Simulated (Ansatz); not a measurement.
# Geometry relaxation, with input and output: WSe₂ (part 1 of 2)

WSe₂ (P-6m2, 3 atoms in the cell), computed with DFT PBE+D3(BJ), scalar-relativistic, plane waves, PAW, no spin polarisation (Ansatz 0.2.0).

The structure derives from a Materials Project entry.

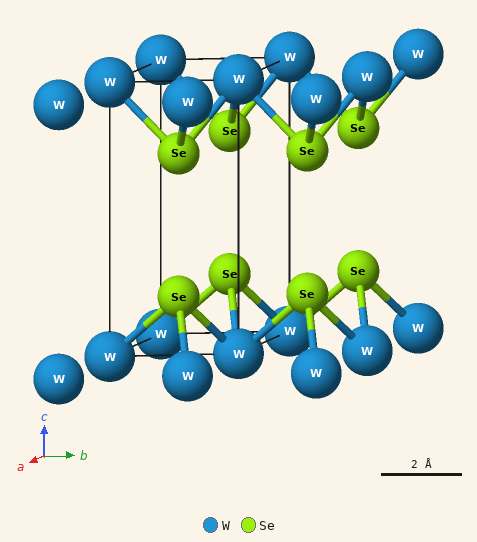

Figure 1. The structure as given in the input (ball-and-stick view of the cell of the calculation, repeated 2 × 2 × 1, seen slightly off an axis). An atom can appear more than once, as a periodic image. Near neighbours in the periodic cell (some may lie outside the picture): W has 6 Se at 2.53 Å; Se has 3 W at 2.53 Å.

## Input file
```yaml
crystal:
  lattice:
    - [3.2780783528, 0.0, 0.0]
    - [-1.6390391764, 2.8388991291, 0.0]
    - [0.0, 0.0, 7.0573089454]
  atoms:
    - { symbol: W, position: [0.0, 0.0, 0.0] }
    - { symbol: Se, position: [0.3333333333, 0.6666666667, 0.2389264183] }
    - { symbol: Se, position: [0.3333333333, 0.6666666667, 0.7610735817] }
basis:
  ecutwfc: 420
kpoints:
  mp_grid: { grid: [12, 12, 4] }
hamiltonian:
  xc: pbe
  dispersion: d3bj
scf:
  occupations: { method: gaussian, width: 0.02 }
output:
  forces: true
  stress: true
  eigenvalues: true
  write_density: true
  write_potential: true
  elf: true
  volumetric_format: npy
relax:
  adjacent_minimum: "off"
  f_tol: 0.005
  max_steps: 80
  cell: { stress_tol: 0.05 }
```

Machine: 4 threads of AMD EPYC (Zen 3), 32 GiB of memory available, shared host.

Command:
```bash
ansatz run input.yaml --threads 4 --pin off --max-ram 10240MiB --backend cpu --events-out ev --progress --plain --runs-dir out
```

## The program's output
```
Engine: ansatz 0.2.0, x86_64-unknown-linux-gnu
Pseudopotentials: kind: paw
Pseudopotential: W, paw, valence charge 14, recommended cutoff 420 eV (normal), W.paw.azcp
Pseudopotential: Se, paw, valence charge 16, recommended cutoff 420 eV (normal), Se.paw.azcp
Functional definition: PBE
  parameter kappa = 0.804
  parameter beta = 0.06672455060314922
  exchange = pbe_x(kappa = kappa, mu = beta*pi^2/3)
  correlation = pbe_c(beta = beta)
Crystal: 3 atoms, lattice volume = 65.676 Å³
Basis set: ecut = 420 eV, 1307 PW (Γ), exchange–correlation on 48×48×96 points (8 copies of the dense FFT grid, shifted against one another)
Bands: 28, of which v1, the nominal top of the filled ones, is band 23 counted from 1 (22 counted from 0)
Symmetry: 12 space group operations
Space group: P-6m2 (ITA 187), of the structure as read, at distance tolerance 4.0e-5 Å
k-points: 57 of 576 (time reversal used)
Non-local potential: W, projectors of the file, l = 0: 3, l = 1: 2, l = 2: 2, l = 3: 1
Non-local potential: Se, projectors of the file, l = 0: 2, l = 1: 2, l = 2: 3, l = 3: 1
PAW form: soft (Blöchl's): semilocal exchange-correlation on the pseudo side does not see the compensation charge
PAW one-centre angular grid: W, 590 points (default); XC on 64 Gauss nodes
PAW one-centre angular grid: Se, 590 points (default); XC on 64 Gauss nodes
Initial density: superposition of atomic densities (neutral atoms: chi_scale 0, normalization atom), corrected by the library's trained network
Initial wavefunctions: pseudopotential atomic-orbital guess
Functional: x = pbe(κ = 0.804, μ = 0.2195149727645171), c = pbe(β = 0.06672455060314922)
SCF iter   1: F=—  HF=-21325.885541 eV  |F-HF|=—  |Δ(HF+E_count)|=         —  Δρ=4.43e-3  dr2=1.05e-2  ethr=1.77e-3  ⟨swp⟩=6.4  Hψ=6649  notcnv=0
preconditioner: auto → Resta (q_TF=auto, 2.571 Å⁻¹)  ε∞=5.7  [insulator: Δε(μ)=1.294 eV  Ē_g=8.937 eV  σ=0.020 eV  W_gap=1.00  n_scr=22 (ndim 8)  ℏωp=19.4 eV  f_vac=0.137  D(μ)=0.00/eV (n_scr^D=0)  ε∞_Penn≈5.7]
SCF iter   2: F=—  HF=-21325.888993 eV  |F-HF|=—  |Δ(HF+E_count)|=   3.45e-3  Δρ=2.55e-3  dr2=2.11e-3  ethr=2.29e-5  ⟨swp⟩=2.0  Hψ=2590  notcnv=0  defer=57
SCF iter   3: F=—  HF=-21325.890904 eV  |F-HF|=—  |Δ(HF+E_count)|=   1.91e-3  Δρ=8.31e-4  dr2=8.33e-4  ethr=4.59e-6  ⟨swp⟩=2.0  Hψ=2257  notcnv=0  defer=57
SCF iter   4: F=—  HF=-21325.891004 eV  |F-HF|=—  |Δ(HF+E_count)|=   9.91e-5  Δρ=1.92e-4  dr2=4.09e-5  ethr=1.81e-6  ⟨swp⟩=2.0  Hψ=2020  notcnv=0  defer=57
SCF iter   5: F=—  HF=-21325.891036 eV  |F-HF|=—  |Δ(HF+E_count)|=   3.19e-5  Δρ=8.27e-5  dr2=1.21e-5  ethr=8.90e-8  ⟨swp⟩=2.0  Hψ=2793  notcnv=0  defer=57
SCF iter   6: F=—  HF=-21325.891040 eV  |F-HF|=—  |Δ(HF+E_count)|=   4.21e-6  Δρ=3.69e-5  dr2=1.64e-6  ethr=2.62e-8  ⟨swp⟩=2.0  Hψ=2779  notcnv=0  defer=57
SCF iter   7: F=—  HF=-21325.891042 eV  |F-HF|=—  |Δ(HF+E_count)|=   2.37e-6  Δρ=9.33e-6  dr2=1.05e-7  ethr=3.57e-9  ⟨swp⟩=3.1  Hψ=3115  notcnv=0  defer=57
SCF iter   8: F=-21325.891042 eV  HF=-21325.891042 eV  |F-HF|=2.74e-8  |Δ(HF+E_count)|=   1.68e-7  Δρ=3.01e-6  dr2=7.13e-9  ethr=2.17e-10  ⟨swp⟩=13.7  Hψ=10759  notcnv=0
SCF 1 converged in 8 iterations: F = -21325.891042 eV  dr2 = 7.13e-9
  greatest PAW one-centre occupation: 1.000 electrons in one spin orbital (limit 2), on the Se atom at site 2 (counted from 0), in its partial waves of l = 2
relax step   1: F+E_penalty+E_count = -21325.89104228 eV  Δ(F+E_penalty+E_count) = +0.000e0 eV  max|allowed force component| = 8.411e-3 eV/Å  Δτ_max = 0.0000 Å  P = -0.077 GPa  Ω = 65.676 Å³  (8 SCF iters, dr2 threshold 1.00e-7 eV, accepted)
Crystal: 3 atoms, lattice volume = 65.096 Å³
Basis set: ecut = 420 eV, 1295 PW (Γ), exchange–correlation on 48×48×96 points (8 copies of the dense FFT grid, shifted against one another)
Initial density: handed on by an earlier stage of this run
Initial wavefunctions: those handed on with the density
iter 1 solved again at ethr=1.76e-6 eV; its pass at ethr=3.10e-3 eV (dr2=8.11e-4 eV) is discarded
SCF iter   1: F=—  HF=-21325.891766 eV  |F-HF|=—  |Δ(HF+E_count)|=         —  Δρ=1.06e-3  dr2=8.09e-4  ethr=1.76e-6  ⟨swp⟩=3.0  Hψ=8299  notcnv=0
preconditioner: auto → Resta (q_TF=auto, 2.575 Å⁻¹)  ε∞=5.8  [insulator: Δε(μ)=1.244 eV  Ē_g=8.944 eV  σ=0.020 eV  W_gap=1.00  n_scr=22 (ndim 8)  ℏωp=19.5 eV  f_vac=0.129  D(μ)=0.00/eV (n_scr^D=0)  ε∞_Penn≈5.8]
SCF iter   2: F=—  HF=-21325.891634 eV  |F-HF|=—  |Δ(HF+E_count)|=   1.32e-4  Δρ=5.95e-4  dr2=2.33e-4  ethr=1.76e-6  ⟨swp⟩=2.0  Hψ=1881  notcnv=0
SCF iter   3: F=—  HF=-21325.891619 eV  |F-HF|=—  |Δ(HF+E_count)|=   1.49e-5  Δρ=1.85e-4  dr2=6.68e-5  ethr=5.07e-7  ⟨swp⟩=2.3  Hψ=2448  notcnv=0
SCF iter   4: F=—  HF=-21325.891627 eV  |F-HF|=—  |Δ(HF+E_count)|=   7.82e-6  Δρ=8.73e-5  dr2=8.65e-6  ethr=1.45e-7  ⟨swp⟩=2.0  Hψ=1805  notcnv=0
SCF iter   5: F=—  HF=-21325.891633 eV  |F-HF|=—  |Δ(HF+E_count)|=   5.49e-6  Δρ=2.20e-5  dr2=8.51e-7  ethr=1.88e-8  ⟨swp⟩=2.4  Hψ=2647  notcnv=0
SCF iter   6: F=-21325.891634 eV  HF=-21325.891634 eV  |F-HF|=1.18e-7  |Δ(HF+E_count)|=   8.54e-7  Δρ=1.16e-5  dr2=1.62e-7  ethr=4.98e-10  ⟨swp⟩=10.7  Hψ=14397  notcnv=0
SCF 2 converged in 6 iterations: F = -21325.891634 eV  dr2 = 1.62e-7
  Residual-converged pass: ⟨swp⟩=1.0  Hψ=1825  notcnv=0  max |occ|·‖R‖ = 7.1e-9 eV (tolerance 1.0e-8 eV)  dr2=1.62e-7  dr2_onsite=8.72e-8  max |Δocc| = 0.0e0
  greatest PAW one-centre occupation: 1.000 electrons in one spin orbital (limit 2), on the Se atom at site 1 (counted from 0), in its partial waves of l = 2
relax step   2: F+E_penalty+E_count = -21325.89163369 eV  Δ(F+E_penalty+E_count) = -5.914e-4 eV  max|allowed force component| = 2.881e-2 eV/Å  Δτ_max = 0.0160 Å  P = -0.060 GPa  Ω = 65.096 Å³  energy of the carried Pulay correction = +9.902e-5 eV  (6 SCF iters, dr2 threshold 2.29e-7 eV, accepted)
Crystal: 3 atoms, lattice volume = 65.301 Å³
iter 1 solved again at ethr=3.06e-7 eV; its pass at ethr=3.10e-3 eV (dr2=1.41e-4 eV) is discarded
SCF iter   1: F=—  HF=-21325.891626 eV  |F-HF|=—  |Δ(HF+E_count)|=         —  Δρ=3.72e-4  dr2=1.35e-4  ethr=3.06e-7  ⟨swp⟩=2.0  Hψ=7666  notcnv=0
preconditioner: auto → Resta (q_TF=auto, 2.574 Å⁻¹)  ε∞=5.8  [insulator: Δε(μ)=1.253 eV  Ē_g=8.943 eV  σ=0.020 eV  W_gap=1.00  n_scr=22 (ndim 8)  ℏωp=19.5 eV  f_vac=0.135  D(μ)=0.00/eV (n_scr^D=0)  ε∞_Penn≈5.8]
SCF iter   2: F=—  HF=-21325.891604 eV  |F-HF|=—  |Δ(HF+E_count)|=   2.23e-5  Δρ=2.12e-4  dr2=3.36e-5  ethr=2.92e-7  ⟨swp⟩=2.0  Hψ=1705  notcnv=0
SCF iter   3: F=—  HF=-21325.891609 eV  |F-HF|=—  |Δ(HF+E_count)|=   5.08e-6  Δρ=7.84e-5  dr2=1.27e-5  ethr=7.31e-8  ⟨swp⟩=2.8  Hψ=2564  notcnv=0
SCF iter   4: F=—  HF=-21325.891607 eV  |F-HF|=—  |Δ(HF+E_count)|=   1.40e-6  Δρ=3.17e-5  dr2=1.02e-6  ethr=2.76e-8  ⟨swp⟩=2.0  Hψ=1781  notcnv=0
SCF iter   5: F=—  HF=-21325.891608 eV  |F-HF|=—  |Δ(HF+E_count)|=   3.30e-7  Δρ=7.53e-6  dr2=9.89e-8  ethr=2.21e-9  ⟨swp⟩=2.2  Hψ=2303  notcnv=0
SCF iter   6: F=-21325.891608 eV  HF=-21325.891608 eV  |F-HF|=5.23e-9  |Δ(HF+E_count)|=   9.38e-8  Δρ=3.84e-6  dr2=1.78e-8  ethr=1.13e-10  ⟨swp⟩=9.3  Hψ=11290  notcnv=0
SCF 3 converged in 6 iterations: F = -21325.891608 eV  dr2 = 1.78e-8
relax step   3: F+E_penalty+E_count = -21325.89160761 eV  Δ(F+E_penalty+E_count) = +2.608e-5 eV  max|allowed force component| = 2.086e-2 eV/Å  Δτ_max = 0.0058 Å  P = -0.009 GPa  Ω = 65.301 Å³  energy of the carried Pulay correction = +6.402e-5 eV  (6 SCF iters, dr2 threshold 5.19e-8 eV, accepted)
Crystal: 3 atoms, lattice volume = 65.232 Å³
iter 1 solved again at ethr=5.45e-8 eV; its pass at ethr=3.10e-3 eV (dr2=2.51e-5 eV) is discarded
SCF iter   1: F=—  HF=-21325.891687 eV  |F-HF|=—  |Δ(HF+E_count)|=         —  Δρ=1.25e-4  dr2=2.81e-5  ethr=5.45e-8  ⟨swp⟩=2.9  Hψ=7693  notcnv=0
preconditioner: auto → Resta (q_TF=auto, 2.574 Å⁻¹)  ε∞=5.8  [insulator: Δε(μ)=1.255 eV  Ē_g=8.945 eV  σ=0.020 eV  W_gap=1.00  n_scr=22 (ndim 8)  ℏωp=19.5 eV  f_vac=0.134  D(μ)=0.00/eV (n_scr^D=0)  ε∞_Penn≈5.8]
SCF iter   2: F=—  HF=-21325.891694 eV  |F-HF|=—  |Δ(HF+E_count)|=   6.90e-6  Δρ=7.37e-5  dr2=4.45e-6  ethr=5.45e-8  ⟨swp⟩=2.0  Hψ=1814  notcnv=0
SCF iter   3: F=—  HF=-21325.891693 eV  |F-HF|=—  |Δ(HF+E_count)|=   9.32e-7  Δρ=2.89e-5  dr2=1.63e-6  ethr=9.66e-9  ⟨swp⟩=2.0  Hψ=2010  notcnv=0
SCF iter   4: F=—  HF=-21325.891693 eV  |F-HF|=—  |Δ(HF+E_count)|=   2.61e-7  Δρ=9.57e-6  dr2=8.27e-8  ethr=3.54e-9  ⟨swp⟩=2.3  Hψ=2166  notcnv=0
SCF iter   5: F=-21325.891693 eV  HF=-21325.891693 eV  |F-HF|=1.84e-9  |Δ(HF+E_count)|=  9.64e-10  Δρ=2.53e-6  dr2=8.29e-9  ethr=1.53e-10  ⟨swp⟩=8.9  Hψ=10437  notcnv=0
SCF 4 converged in 5 iterations: F = -21325.891693 eV  dr2 = 8.29e-9
relax step   4: F+E_penalty+E_count = -21325.89169280 eV  Δ(F+E_penalty+E_count) = -8.519e-5 eV  max|allowed force component| = 2.846e-4 eV/Å  Δτ_max = 0.0014 Å  P = -0.001 GPa  Ω = 65.232 Å³  energy of the carried Pulay correction = +7.566e-5 eV  (5 SCF iters, dr2 threshold 7.02e-8 eV, accepted)
Initial wavefunctions: pseudopotential atomic-orbital guess (no wavefunctions were taken with the density)
iter 1 solved again at ethr=1.08e-7 eV; its pass at ethr=3.10e-3 eV (dr2=4.97e-5 eV) is discarded
SCF iter   1: F=—  HF=-21325.891614 eV  |F-HF|=—  |Δ(HF+E_count)|=         —  Δρ=1.23e-5  dr2=2.18e-8  ethr=1.08e-7  ⟨swp⟩=3.7  Hψ=10766  notcnv=0
SCF iter   2: F=—  HF=-21325.891626 eV  |F-HF|=—  |Δ(HF+E_count)|=   1.17e-5  Δρ=6.49e-6  dr2=8.28e-9  ethr=4.74e-11  ⟨swp⟩=3.1  Hψ=3351  notcnv=0
SCF iter   3: F=—  HF=-21325.891626 eV  |F-HF|=—  |Δ(HF+E_count)|=   6.54e-9  Δρ=9.48e-7  dr2=1.01e-9  ethr=1.80e-11  ⟨swp⟩=2.0  Hψ=2000  notcnv=0
SCF iter   4: F=—  HF=-21325.891626 eV  |F-HF|=—  |Δ(HF+E_count)|=   1.10e-9  Δρ=5.19e-7  dr2=2.91e-10  ethr=2.19e-12  ⟨swp⟩=2.0  Hψ=2833  notcnv=0
SCF iter   5: F=—  HF=-21325.891626 eV  |F-HF|=—  |Δ(HF+E_count)|=  3.89e-10  Δρ=3.05e-7  dr2=2.09e-10  ethr=1.00e-12  ⟨swp⟩=3.0  Hψ=2811  notcnv=0
SCF iter   6: F=-21325.891626 eV  HF=-21325.891626 eV  |F-HF|=7.28e-12  |Δ(HF+E_count)|=  4.00e-11  Δρ=8.14e-8  dr2=4.09e-12  ethr=1.00e-12  ⟨swp⟩=5.2  Hψ=7947  notcnv=0
SCF 5 converged in 6 iterations: F = -21325.891626 eV  dr2 = 4.09e-12
relax step   5: F+E_penalty+E_count = -21325.89162588 eV  Δ(F+E_penalty+E_count) = +6.692e-5 eV  max|allowed force component| = 2.644e-4 eV/Å  Δτ_max = 0.0000 Å  P = -0.002 GPa  Ω = 65.232 Å³  stress off target by 4.15e-3 GPa  SCF on the basis re-selected at this cell (its energy is not comparable with the rows above)  (6 SCF iters)
```

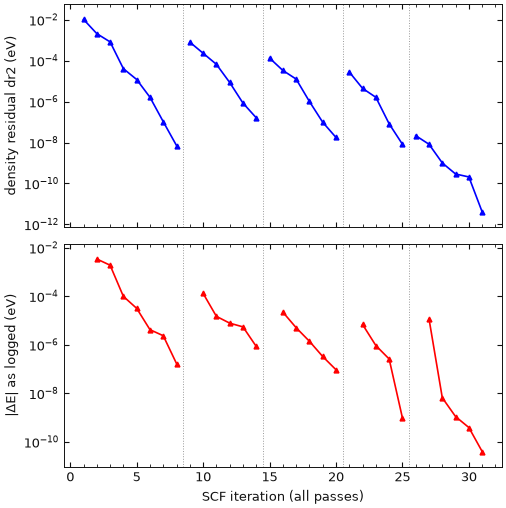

Figure 2. Convergence of the self-consistent field: density residual dr2 and size of the energy change against the SCF iteration. The dotted lines part the SCF passes of the relaxation: geometry steps, rejected trials and re-solves on a re-selected basis. The 5 passes take 5 to 8 iterations each, 31 in all.

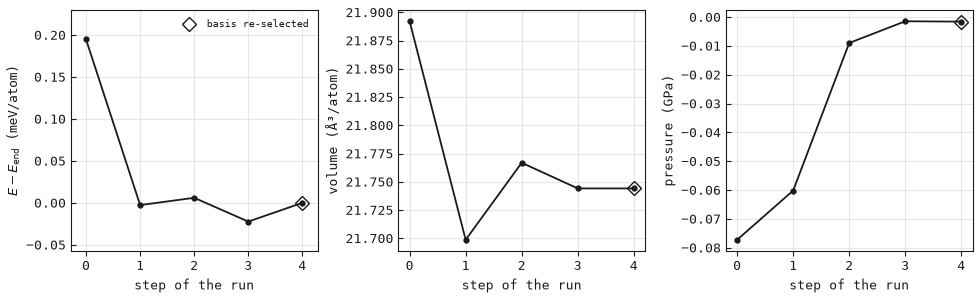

Figure 3. Progress of the relaxation, step by step (the first geometry is step 0 here and step 1 in the log).
